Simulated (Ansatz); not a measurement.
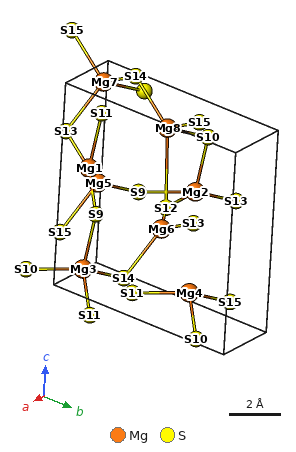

Starting structure of a defect cell of composition Mg$_{8}$S$_{7}$ (cell charge +2) (started half-way along a vacancy jump, in the symmetry of that start). Style: ball-and-stick. Shown: the cell of the calculation (origin shifted), slightly off an axis.

Computed with DFT PBEsol, scalar-relativistic, plane waves, PAW in Ansatz.

The input:
```yaml
crystal:
  lattice:
    - [4.0287906947, 0.0, -6.4151922106]
    - [4.0287906947, 0.0, 6.4151922106]
    - [-4.0287906947, -6.9780701763, 0.0]
  atoms:
    - { symbol: Mg, position: [0.9185351731, 0.4147981602, 0.3333333333] }
    - { symbol: Mg, position: [0.4185351731, 0.9147981602, 0.3333333333] }
    - { symbol: Mg, position: [0.9185351731, 0.4147981602, 0.8333333333] }
    - { symbol: Mg, position: [0.4185351731, 0.9147981602, 0.8333333333] }
    - { symbol: Mg, position: [0.3352018398, 0.3314648269, 0.1666666667] }
    - { symbol: Mg, position: [0.8352018398, 0.8314648269, 0.1666666667] }
    - { symbol: Mg, position: [0.3352018398, 0.3314648269, 0.6666666667] }
    - { symbol: Mg, position: [0.8352018398, 0.8314648269, 0.6666666667] }
    - { symbol: S, position: [0.1439653269, 0.5227013398, 0.1666666667] }
    - { symbol: S, position: [0.6439653269, 0.0227013398, 0.6666666667] }
    - { symbol: S, position: [0.1439653269, 0.5227013398, 0.6666666667] }
    - { symbol: S, position: [0.6856319936, 0.8143680064, 0.25] }
    - { symbol: S, position: [0.2272986602, 0.1060346731, 0.3333333333] }
    - { symbol: S, position: [0.7272986602, 0.6060346731, 0.8333333333] }
    - { symbol: S, position: [0.2272986602, 0.1060346731, 0.8333333333] }
total_charge: 2
basis:
  ecutwfc: 420
kpoints:
  mp_grid: { grid: [4, 4, 4] }
hamiltonian:
  xc: pbesol
scf:
  occupations: { method: gaussian, width: 0.05 }
output:
  forces: true
  stress: true
  eigenvalues: true
  write_density: true
  write_potential: true
  elf: true
  volumetric_format: npy
relax:
  adjacent_minimum: "off"
  f_tol: 0.02
  max_steps: 60
  escape_saddle: false
```

Run as
```bash
ansatz run input.yaml --threads 4 --pin off --max-ram 9216MiB --backend cpu --events-out ev --progress --plain --runs-dir out
```

**What does the optimiser find from here?**

After 14 accepted moves (15 points after the start) the energy has fallen by 14.832 eV per cell of the calculation. The largest force component goes from 33 to 0.019 eV/Å. The line search rejected the trial step at point 13 of the run. The largest move is that of S12, 1.58 Å roughly along [0 −3 1]. Largest moves by element: S 1.58 Å, Mg 0.71 Å. The cell doesn't change. Near-neighbour distances that change, for instance: Mg1–S12 4.221 → 2.404 Å, Mg2–S12 2.629 → 3.658 Å, Mg6–S12 1.440 → 2.412 Å, Mg6–S9 3.962 → 3.019 Å. New bonds form: Mg1–S12 (4.22 → 2.40 Å), Mg5–S12 (3.19 → 2.46 Å). Bonds break: Mg2–S12 (2.63 → 3.66 Å). Bond angles that change, for instance: Mg2–S13–Mg5 108.0° → 128.1°, Mg2–S13–Mg6 108.0° → 88.0°, Mg1–S11–Mg4 110.9° → 93.3°. Cost: 7.9 min on 4 threads of Arm Neoverse V1 (shared host), peak memory 1.3 GiB.

After the run, drawn alike:

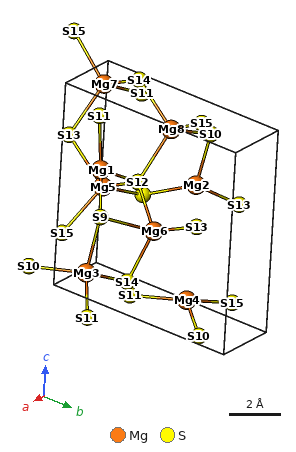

Limits of the set-up: the periodic images lie only 7.6 Å apart, so the values are limited by the cell's size; the cell is charged, on a uniform background, and energies carry no finite-size correction.
